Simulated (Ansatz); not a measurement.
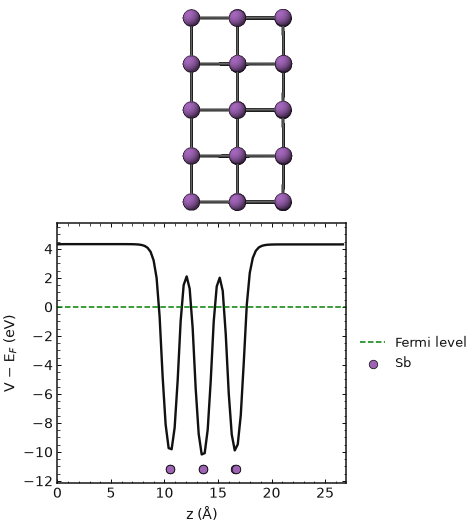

Plane-averaged electrostatic potential energy of an electron across the slab; circles at the bottom mark the heights of the atoms. The structure is drawn too.

The Ansatz input:

```
crystal:
  lattice:
    - [6.122947838, 0.0, 0.0]
    - [0.0, 6.122947838, 0.0]
    - [0.0, 0.0, 26.950247838]
  atoms:
    - { symbol: Sb, position: [0.0, 0.0, 0.2968432813] }
    - { symbol: Sb, position: [0.0, 0.5, 0.2968432813] }
    - { symbol: Sb, position: [0.5, 0.0, 0.2968432813] }
    - { symbol: Sb, position: [0.5, 0.5, 0.2968432813] }
    - { symbol: Sb, position: [-0.0100638597, 0.0036876764, 0.4104599051] }
    - { symbol: Sb, position: [0.0098814344, 0.5051747288, 0.4110923764] }
    - { symbol: Sb, position: [0.5096257148, -0.002203787, 0.4105472126] }
    - { symbol: Sb, position: [0.4910704352, 0.4963582859, 0.4110355299] }
    - { symbol: Sb, position: [0.0119340167, 0.0052707126, 0.5232134509] }
    - { symbol: Sb, position: [-0.0106509475, 0.4966320937, 0.5242664107] }
    - { symbol: Sb, position: [0.4882814787, -0.0044461012, 0.523132971] }
    - { symbol: Sb, position: [0.5128256921, 0.5043899371, 0.5241595514] }
basis:
  ecutwfc: 420
kpoints:
  mp_grid: { grid: [3, 3, 1] }
hamiltonian:
  xc: pbe
  dispersion: d3bj
scf:
  occupations: { method: gaussian, width: 0.1 }
output:
  forces: true
  eigenvalues: true
  write_density: true
  volumetric_format: npy
efield:
  axis: 3
  dipole_correction: true
  ramp_width: 0.04
```

Command:
```bash
ansatz run input.yaml --threads 4 --pin off --max-ram 10240MiB --backend cpu --events-out ev --progress --plain --runs-dir out
```

> What is the work function?

The work function is 4.31 eV, the same on both faces. The two vacuum levels agree, so the slab has no net dipole along its normal.

> How thick are slab and vacuum?

The outermost atoms are 6.1 Å apart, which leaves 20.8 Å of vacuum in a cell 27.0 Å high.
